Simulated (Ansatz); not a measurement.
## GaN: geometry relaxation (part 1 of 2)

GaN (slab, 4 atoms in the cell), computed with DFT, PBE, PAW with Ansatz's default frozen-core files, scalar-relativistic, no spin polarisation (Ansatz 0.2.0).

It belongs to a series of runs on one base structure; here: atoms relaxed, PAW files.

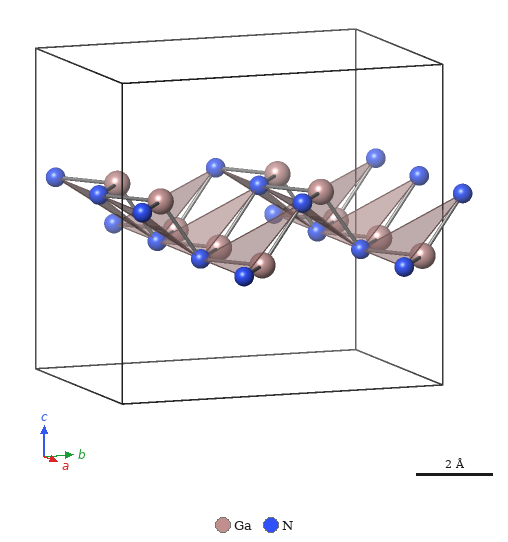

*The input geometry (polyhedral view of the 2 × 2 repeat of the cell, with the vacuum cut short, seen slightly off an axis; polyhedra are completed across the faces of the cell).*

## Key numbers

| quantity | value |
| --- | --- |
| outcome | converged |
| electrons treated | 36 |
| free energy | −8333.4495 eV |
| Fermi energy | −2.145 eV |
| gap on the k-point mesh | 2.19 eV |
| final volume | 257.59 Å³ |
| largest force (length of the vector) at the end | 0.002 eV/Å |
| hardware | 1 thread of Intel Xeon @ 2.50GHz (Skylake/Cascade Lake), 32 GiB of memory available, shared host |
| wall time | 50 s |
| peak memory | 0.51 GiB |

## Notes

The program warns: the SCF threshold is looser than advised for the printed stress.

## Input file
```yaml
crystal:
  lattice:
    - [3.2162655414, 0.0, 0.0]
    - [0.0, 4.5484863488, 0.0]
    - [0.0, 0.0, 17.6081]
  atoms:
    - { symbol: Ga, position: [0.0, 0.875, 0.454335426] }
    - { symbol: "N", position: [0.5, 0.625, 0.454335426] }
    - { symbol: Ga, position: [0.5, 0.375, 0.545664574] }
    - { symbol: "N", position: [0.0, 0.125, 0.545664574] }
kpoints:
  mp_grid: { grid: [8, 6, 1] }
scf:
  occupations: { method: fermi_dirac, width: 0.02 }
hamiltonian:
  xc: pbe
  pseudopotentials: { kind: paw }
output:
  forces: true
  stress: true
  eigenvalues: true
relax:
  f_tol: 0.01
  max_steps: 40
efield:
  axis: 3
  amplitude: 0
  dipole_correction: true
```

Launched with:
```bash
ansatz run input.yaml --threads 1 --pin off --max-ram 3584MiB --backend cpu --events-out ev --progress --plain --runs-dir out
```

## What the program printed
```
Warning: output.stress: scf.convergence.dr2_threshold = 1e-7 eV (the SCF's general default) is looser than the 4e-10 eV advised for a printed stress (1e-10 eV for each atom of the cell: 4). What an SCF threshold leaves in a stress goes as its square root, and in the free energy as the threshold itself, and one threshold admits the most on a small cell: of the crystals measured, under no hybrid functional and no lock of the moments, on runs that ended without the residual-converged pass, on stresses that held no estimate of that error, the worst erred by over 100 MPa in a component at 1e-7 eV an atom and by under 5 at 1e-10. Every solve of this run answers to scf.convergence.dr2_threshold, and the tensor of one is reported: a single SCF on the reported geometry and on this run's grids (its basis.xc_grid and basis.ecutrho_ratio typed), with scf.convergence.dr2_threshold at 4e-10 eV or tighter, prints it and tightens no other solve. Else set scf.convergence.dr2_threshold to 4e-10 eV or tighter. The threshold is an SCF's pass mark: one that does not reach it within its budget of iterations ends unconverged, or closes short of it on a stop that the run arms, and scf.convergence.dr2_threshold's page says what that costs each kind of run
Engine: ansatz 0.2.0, x86_64-unknown-linux-gnu
Pseudopotentials: kind: paw
Pseudopotential: Ga, paw, valence charge 13, recommended cutoff 420 eV (normal), Ga.paw.azcp
Pseudopotential: N, paw, valence charge 5, recommended cutoff 420 eV (normal), N.paw.azcp
Functional definition: PBE
  parameter kappa = 0.804
  parameter beta = 0.06672455060314922
  exchange = pbe_x(kappa = kappa, mu = beta*pi^2/3)
  correlation = pbe_c(beta = beta)
Crystal: 4 atoms, lattice volume = 257.591 Å³
Basis set: ecut = 420 eV, 5095 PW (Γ), exchange–correlation on 48×64×240 points (8 copies of the dense FFT grid, shifted against one another)
Bands: 22, of which v1, the nominal top of the filled ones, is band 18 counted from 1 (17 counted from 0)
Symmetry: 2 space group operations
k-points: 20 of 48 (time reversal used)
Non-local potential: Ga, projectors of the file, l = 0: 2, l = 1: 2, l = 2: 3, l = 3: 1
Non-local potential: N, projectors of the file, l = 0: 2, l = 1: 2, l = 2: 1
PAW form: soft (Blöchl's): semilocal exchange-correlation on the pseudo side does not see the compensation charge
PAW one-centre angular grid: Ga, 590 points (default); XC on 64 Gauss nodes
PAW one-centre angular grid: N, 110 points (default); XC on 64 Gauss nodes
Initial density: superposition of atomic densities (neutral atoms: chi_scale 0, normalization atom), corrected by the library's trained network
Initial wavefunctions: pseudopotential atomic-orbital guess
Functional: x = pbe(κ = 0.804, μ = 0.2195149727645171), c = pbe(β = 0.06672455060314922)
SCF iter   1: F=—  HF=-8332.354079 eV  |F-HF|=—  |Δ(HF+E_count)|=         —  Δρ=2.42e-3  dr2=6.41e-3  ethr=1.77e-3  p=0.000 e·Å  D=4.81e-14 V/Å  ΔV_dip=-0.00 eV  dr2_dipole=6.57e-9  V_vac-E_F(+/−)=4.63/4.63 eV  ⟨swp⟩=7.2  Hψ=2254  notcnv=0
efield: sawtooth ramp at fractional position 0.9500 (placed from the atoms, in the widest stretch of the axis that holds none; the zero of the levels goes with the place), width 0.1000; the density the first Hamiltonian is built on has a dipole p = 0.000 e·Å; the dipole correction subtracts the counter field D = 4.81e-14 V/Å, which shifts the + side's vacuum level by -0.00 eV against the − side's; the planar-averaged density in the ramp window peaks in size at 1.7e-5 e/Å³
preconditioner: auto → Resta (q_TF=auto, 1.965 Å⁻¹)  ε∞=2.0  [insulator: Δε(μ)=0.892 eV  Ē_g=13.750 eV  σ=0.020 eV  W_gap=1.00  n_scr=26 (ndim 8)  ℏωp=13.9 eV  f_vac=0.715  D(μ)=0.00/eV (n_scr^D=0)  ε∞_Penn≈2.0  vacuum switching on, ρ_ref=1.4e-2 e/Å³]
SCF iter   2: F=—  HF=-8332.353827 eV  |F-HF|=—  |Δ(HF+E_count)|=   2.52e-4  Δρ=1.15e-3  dr2=1.45e-3  ethr=1.78e-5  p=0.000 e·Å  D=2.64e-5 V/Å  ΔV_dip=-0.00 eV  dr2_dipole=1.81e-8  V_vac-E_F(+/−)=4.63/4.63 eV  ⟨swp⟩=2.4  Hψ=1036  notcnv=0
SCF iter   3: F=—  HF=-8332.354486 eV  |F-HF|=—  |Δ(HF+E_count)|=   6.59e-4  Δρ=5.29e-4  dr2=9.31e-4  ethr=4.02e-6  p=-0.000 e·Å  D=-7.46e-5 V/Å  ΔV_dip=0.00 eV  dr2_dipole=2.19e-7  V_vac-E_F(+/−)=4.58/4.58 eV  ⟨swp⟩=2.6  Hψ=790  notcnv=0
SCF iter   4: F=—  HF=-8332.354301 eV  |F-HF|=—  |Δ(HF+E_count)|=   1.85e-4  Δρ=7.43e-5  dr2=1.52e-5  ethr=2.59e-6  p=0.000 e·Å  D=1.89e-5 V/Å  ΔV_dip=-0.00 eV  dr2_dipole=3.30e-8  V_vac-E_F(+/−)=4.60/4.60 eV  ⟨swp⟩=2.0  Hψ=608  notcnv=0
SCF iter   5: F=—  HF=-8332.354319 eV  |F-HF|=—  |Δ(HF+E_count)|=   1.78e-5  Δρ=3.64e-5  dr2=4.60e-6  ethr=4.23e-8  p=-0.000 e·Å  D=-6.03e-5 V/Å  ΔV_dip=0.00 eV  dr2_dipole=3.01e-7  V_vac-E_F(+/−)=4.60/4.60 eV  ⟨swp⟩=2.4  Hψ=813  notcnv=0
SCF iter   6: F=—  HF=-8332.354321 eV  |F-HF|=—  |Δ(HF+E_count)|=   1.99e-6  Δρ=3.86e-5  dr2=8.36e-6  ethr=6.94e-9  p=0.000 e·Å  D=1.09e-4 V/Å  ΔV_dip=-0.00 eV  dr2_dipole=8.89e-7  V_vac-E_F(+/−)=4.60/4.60 eV  ⟨swp⟩=8.1  Hψ=2087  notcnv=0
SCF iter   7: F=-8332.354320 eV  HF=-8332.354320 eV  |F-HF|=6.26e-7  |Δ(HF+E_count)|=   5.81e-7  Δρ=1.30e-5  dr2=6.91e-7  ethr=6.94e-9  p=0.000 e·Å  D=2.45e-5 V/Å  ΔV_dip=-0.00 eV  dr2_dipole=5.27e-8  V_vac-E_F(+/−)=4.60/4.60 eV  ⟨swp⟩=3.5  Hψ=1708  notcnv=0
SCF 1 converged in 7 iterations: F = -8332.354320 eV  dr2 = 6.91e-7
  greatest PAW one-centre occupation: 0.995 electrons in one spin orbital (limit 2), on the Ga atom at site 2 (counted from 0), in its partial waves of l = 2
relax step   1: F+E_penalty+E_count = -8332.35431964 eV  Δ(F+E_penalty+E_count) = +0.000e0 eV  max|allowed force component| = 1.822e0 eV/Å  Δτ_max = 0.0000 Å  (7 SCF iters, dr2 threshold 2.50e-6 eV, accepted)
Initial density: handed on by an earlier stage of this run
Initial wavefunctions: those handed on with the density
iter 1 solved again at ethr=7.99e-4 eV; its pass at ethr=3.10e-3 eV (dr2=2.88e-1 eV) is discarded
SCF iter   1: F=—  HF=-8333.125730 eV  |F-HF|=—  |Δ(HF+E_count)|=         —  Δρ=1.34e-2  dr2=2.88e-1  ethr=7.99e-4  p=0.000 e·Å  D=2.45e-5 V/Å  ΔV_dip=-0.00 eV  dr2_dipole=2.90e-8  V_vac-E_F(+/−)=4.62/4.62 eV  ⟨swp⟩=1.0  Hψ=2510  notcnv=0
efield: sawtooth ramp at fractional position 0.9500 (handed on by an earlier solve), width 0.1000; the density the first Hamiltonian is built on has a dipole p = 0.000 e·Å; the dipole correction subtracts the counter field D = 2.45e-5 V/Å, which shifts the + side's vacuum level by -0.00 eV against the − side's; the planar-averaged density in the ramp window peaks in size at 9.5e-6 e/Å³
preconditioner: auto → Resta (q_TF=auto, 1.965 Å⁻¹)  ε∞=1.9  [insulator: Δε(μ)=1.575 eV  Ē_g=14.332 eV  σ=0.020 eV  W_gap=1.00  n_scr=26 (ndim 8)  ℏωp=13.9 eV  f_vac=0.730  D(μ)=0.00/eV (n_scr^D=0)  ε∞_Penn≈1.9  vacuum switching on, ρ_ref=1.5e-2 e/Å³]
SCF iter   2: F=—  HF=-8333.057566 eV  |F-HF|=—  |Δ(HF+E_count)|=   6.82e-2  Δρ=6.02e-3  dr2=5.41e-2  ethr=7.99e-4  p=-0.000 e·Å  D=-3.06e-5 V/Å  ΔV_dip=0.00 eV  dr2_dipole=8.59e-8  V_vac-E_F(+/−)=4.68/4.68 eV  ⟨swp⟩=2.4  Hψ=653  notcnv=0
SCF iter   3: F=—  HF=-8333.049433 eV  |F-HF|=—  |Δ(HF+E_count)|=   8.13e-3  Δρ=2.84e-3  dr2=1.14e-2  ethr=1.50e-4  p=0.000 e·Å  D=6.29e-5 V/Å  ΔV_dip=-0.00 eV  dr2_dipole=1.84e-7  V_vac-E_F(+/−)=4.91/4.91 eV  ⟨swp⟩=2.8  Hψ=700  notcnv=0
SCF iter   4: F=—  HF=-8333.048265 eV  |F-HF|=—  |Δ(HF+E_count)|=   1.17e-3  Δρ=5.49e-4  dr2=4.70e-4  ethr=3.16e-5  p=-0.000 e·Å  D=-8.36e-5 V/Å  ΔV_dip=0.00 eV  dr2_dipole=4.52e-7  V_vac-E_F(+/−)=4.97/4.96 eV  ⟨swp⟩=3.2  Hψ=918  notcnv=0
SCF iter   5: F=—  HF=-8333.048499 eV  |F-HF|=—  |Δ(HF+E_count)|=   2.34e-4  Δρ=2.00e-4  dr2=8.78e-5  ethr=1.31e-6  p=0.000 e·Å  D=2.14e-4 V/Å  ΔV_dip=-0.00 eV  dr2_dipole=2.53e-6  V_vac-E_F(+/−)=4.98/4.98 eV  ⟨swp⟩=2.0  Hψ=859  notcnv=0
SCF iter   6: F=—  HF=-8333.048532 eV  |F-HF|=—  |Δ(HF+E_count)|=   3.33e-5  Δρ=1.35e-4  dr2=8.46e-5  ethr=2.44e-7  p=-0.001 e·Å  D=-3.65e-4 V/Å  ΔV_dip=0.01 eV  dr2_dipole=7.89e-6  V_vac-E_F(+/−)=4.99/4.99 eV  ⟨swp⟩=9.2  Hψ=2254  notcnv=0
SCF iter   7: F=-8333.048512 eV  HF=-8333.048525 eV  |F-HF|=1.32e-5  |Δ(HF+E_count)|=   6.94e-6  Δρ=6.44e-5  dr2=1.55e-5  ethr=2.35e-7  p=0.000 e·Å  D=1.59e-4 V/Å  ΔV_dip=-0.00 eV  dr2_dipole=1.35e-6  V_vac-E_F(+/−)=4.99/4.99 eV  ⟨swp⟩=7.2  Hψ=1946  notcnv=0
SCF 2 converged in 7 iterations: F = -8333.048512 eV  dr2 = 1.55e-5
  greatest PAW one-centre occupation: 0.996 electrons in one spin orbital (limit 2), on the Ga atom at site 0 (counted from 0), in its partial waves of l = 2
relax step   2: F+E_penalty+E_count = -8333.04851222 eV  Δ(F+E_penalty+E_count) = -6.942e-1 eV  max|allowed force component| = 1.009e0 eV/Å  Δτ_max = 0.1951 Å  (7 SCF iters, dr2 threshold 1.00e-4 eV, accepted)
iter 1 solved again at ethr=9.75e-4 eV; its pass at ethr=3.10e-3 eV (dr2=3.51e-1 eV) is discarded
SCF iter   1: F=—  HF=-8333.520000 eV  |F-HF|=—  |Δ(HF+E_count)|=         —  Δρ=1.53e-2  dr2=3.53e-1  ethr=9.75e-4  p=0.000 e·Å  D=1.59e-4 V/Å  ΔV_dip=-0.00 eV  dr2_dipole=7.74e-7  V_vac-E_F(+/−)=5.03/5.03 eV  ⟨swp⟩=1.0  Hψ=2451  notcnv=0
efield: sawtooth ramp at fractional position 0.9500 (handed on by an earlier solve), width 0.1000; the density the first Hamiltonian is built on has a dipole p = 0.000 e·Å; the dipole correction subtracts the counter field D = 1.59e-4 V/Å, which shifts the + side's vacuum level by -0.00 eV against the − side's; the planar-averaged density in the ramp window peaks in size at 9.3e-6 e/Å³
preconditioner: auto → Resta (q_TF=auto, 1.965 Å⁻¹)  ε∞=1.9  [insulator: Δε(μ)=2.216 eV  Ē_g=14.941 eV  σ=0.020 eV  W_gap=1.00  n_scr=26 (ndim 8)  ℏωp=13.9 eV  f_vac=0.745  D(μ)=0.00/eV (n_scr^D=0)  ε∞_Penn≈1.9  vacuum switching on, ρ_ref=1.6e-2 e/Å³]
SCF iter   2: F=—  HF=-8333.444748 eV  |F-HF|=—  |Δ(HF+E_count)|=   7.53e-2  Δρ=6.44e-3  dr2=6.94e-2  ethr=9.75e-4  p=-0.000 e·Å  D=-1.41e-4 V/Å  ΔV_dip=0.00 eV  dr2_dipole=1.37e-6  V_vac-E_F(+/−)=4.76/4.76 eV  ⟨swp⟩=3.0  Hψ=715  notcnv=0
SCF iter   3: F=—  HF=-8333.434610 eV  |F-HF|=—  |Δ(HF+E_count)|=   1.01e-2  Δρ=3.22e-3  dr2=1.16e-2  ethr=1.93e-4  p=0.000 e·Å  D=1.98e-4 V/Å  ΔV_dip=-0.00 eV  dr2_dipole=1.06e-6  V_vac-E_F(+/−)=4.90/4.90 eV  ⟨swp⟩=2.4  Hψ=692  notcnv=0
SCF iter   4: F=—  HF=-8333.434913 eV  |F-HF|=—  |Δ(HF+E_count)|=   3.03e-4  Δρ=1.30e-3  dr2=1.90e-3  ethr=3.21e-5  p=-0.001 e·Å  D=-3.75e-4 V/Å  ΔV_dip=0.01 eV  dr2_dipole=7.19e-6  V_vac-E_F(+/−)=4.95/4.94 eV  ⟨swp⟩=2.9  Hψ=909  notcnv=0
SCF iter   5: F=—  HF=-8333.434758 eV  |F-HF|=—  |Δ(HF+E_count)|=   1.55e-4  Δρ=2.90e-4  dr2=1.98e-4  ethr=5.26e-6  p=0.001 e·Å  D=4.62e-4 V/Å  ΔV_dip=-0.01 eV  dr2_dipole=7.62e-6  V_vac-E_F(+/−)=4.95/4.96 eV  ⟨swp⟩=2.1  Hψ=869  notcnv=0
SCF iter   6: F=—  HF=-8333.434828 eV  |F-HF|=—  |Δ(HF+E_count)|=   6.98e-5  Δρ=1.96e-4  dr2=1.67e-4  ethr=5.51e-7  p=-0.001 e·Å  D=-5.04e-4 V/Å  ΔV_dip=0.01 eV  dr2_dipole=1.24e-5  V_vac-E_F(+/−)=4.97/4.96 eV  ⟨swp⟩=2.1  Hψ=643  notcnv=0
SCF iter   7: F=-8333.434810 eV  HF=-8333.434808 eV  |F-HF|=1.72e-6  |Δ(HF+E_count)|=   1.99e-5  Δρ=4.85e-5  dr2=3.46e-6  ethr=1.77e-7  p=0.000 e·Å  D=1.86e-6 V/Å  ΔV_dip=-0.00 eV  dr2_dipole=5.66e-8  V_vac-E_F(+/−)=4.97/4.97 eV  ⟨swp⟩=5.9  Hψ=2177  notcnv=0
SCF 3 converged in 7 iterations: F = -8333.434810 eV  dr2 = 3.46e-6
  greatest PAW one-centre occupation: 0.996 electrons in one spin orbital (limit 2), on the Ga atom at site 2 (counted from 0), in its partial waves of l = 2
relax step   3: F+E_penalty+E_count = -8333.43480972 eV  Δ(F+E_penalty+E_count) = -3.863e-1 eV  max|allowed force component| = 1.864e-1 eV/Å  Δτ_max = 0.1950 Å  (7 SCF iters, dr2 threshold 6.36e-5 eV, accepted)
```
